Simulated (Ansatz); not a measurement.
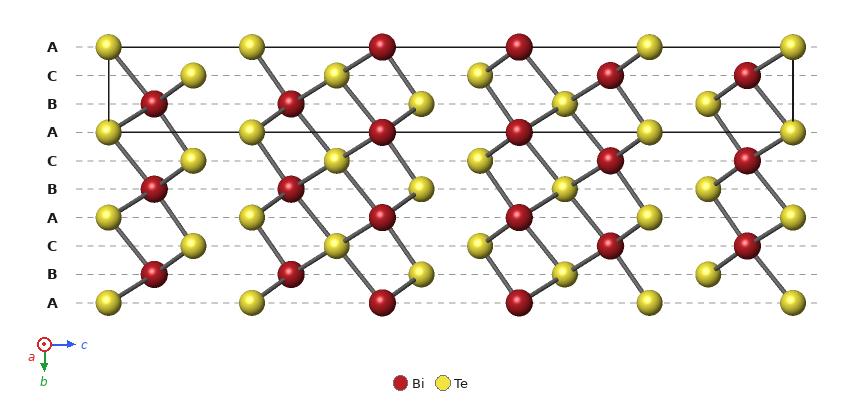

Projection along an edge of the hexagonal mesh, stacking direction c to the right. The dashed lines mark the three columns A (0, 0), B (1/3, 2/3) and C (2/3, 1/3). The sequence starts with the first layer at or above the cell's origin.

Bi2Te3: a calculation's input that goes back to an entry of the Crystallography Open Database (an earlier step may have relaxed or displaced it).

**Give the sequence of layers in one repeat, with element and column.**

Te(A) – Bi(B) – Te(C) – Te(A) – Bi(B) – Te(C) – Bi(A) – Te(B) – Te(C) – Bi(A) – Te(B) – Bi(C) – Te(A) – Te(B) – Bi(C) (15 layers in 30.50 Å).

**How are the Te layers alone stacked?**

Te layers alone: ACACBCBAB, a mixed type, (chh) in Jagodzinski's notation.

**Which positions between or in the Te layers do the other atoms fill?**

Bi: six octahedral sites, counted in one hexagonal cell. Three of the nine gaps between Te layers are empty, 2.61 Å wide.
